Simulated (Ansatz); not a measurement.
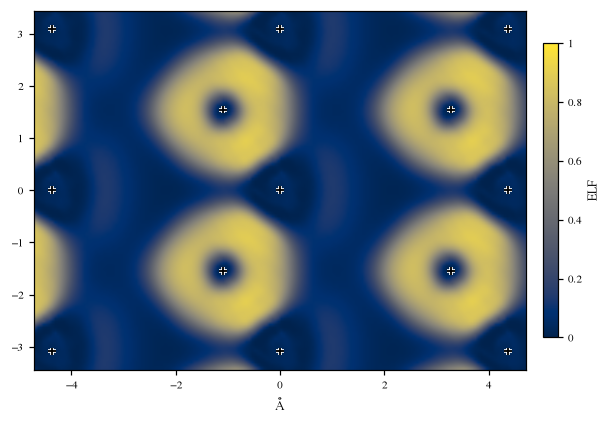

The ELF on a plane through atoms (crosses mark nuclei in the plane).

These are results of DFT, r2SCAN, plane waves, PAW in Ansatz 0.2.0, not measurements.

Candidates:
A. AlN, a = 4.37 Å, b = 4.37 Å, c = 4.37 Å, α = 90.00°, β = 90.00°, γ = 90.00°. Space group F-43m; a structure from a database of computed crystals, not necessarily the ambient phase; started from the database structure prototype, which need not be the ambient phase.
B. TiO2, a = 3.78 Å, b = 3.78 Å, c = 9.58 Å, α = 90.00°, β = 90.00°, γ = 90.00°. Space group I4₁/amd; started from the anatase prototype, which need not be the ambient phase; computed without spin polarisation.
C. GaP, a = 5.45 Å, b = 5.45 Å, c = 5.45 Å, α = 90.00°, β = 90.00°, γ = 90.00°. Space group F-43m; started from the zincblende prototype, which need not be the ambient phase.

Q: Which candidate gave the map?

A: Candidate A: AlN on the (011) plane of the conventional cell, which holds Al and N. Al–N (1.89 Å): the ELF peaks at about 0.90 between the atoms: a polar covalent bond.
